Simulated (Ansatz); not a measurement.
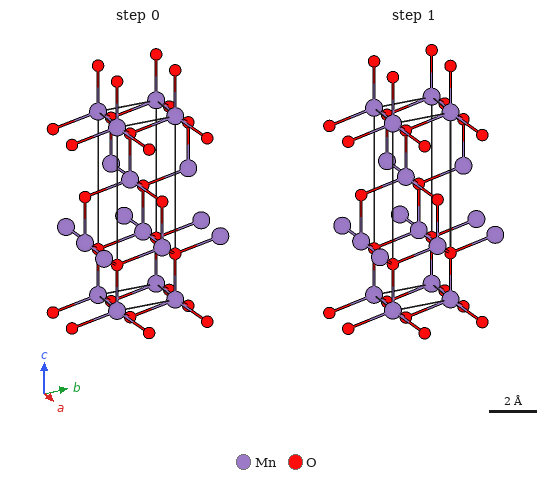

The structure of crystalline MnO (a generated structure, set up in R3m) before (left) and after (right) a relaxation, at one scale.

A ball-and-stick model of the cell of the calculation, seen slightly off an axis.

Case: stacking ABC.

The calculation used DFT r2SCAN, scalar-relativistic, plane waves, PAW in Ansatz 0.2.0. (plane-wave cutoff 500 eV; k-point mesh 15 × 15 × 6; occupations gaussian; smearing width 0.1 eV; collinear spin; cell and atoms relaxed; force threshold 0.01 eV/Å; at most 45 steps)

### What changed between the two?

The run was cut off at its time limit before the relaxation converged, so the last structure is only a point on the way. The largest moves relative to the cell, 0.008 Å, are those of Mn and O atoms. By element the largest moves are O 0.008 Å, Mn 0.008 Å. The drawn cell changes as follows: a = b 3.426 → 3.396 Å (−0.9 %), c 7.985 → 8.141 Å (+2.0 %); the volume changes by +0.2 %. Among the contacts that change: Mn–O 1.996 → 2.020 Å, Mn–O 2.087 → 2.080 Å. The space group stays R3m (No. 160). After 1 geometry step the energy has fallen by 49.7 meV per cell of the calculation. Largest force component: 0.45 eV/Å at the start, 0.27 eV/Å at the end. Pressure: 0.70 GPa at the start and 0.27 GPa at the end.
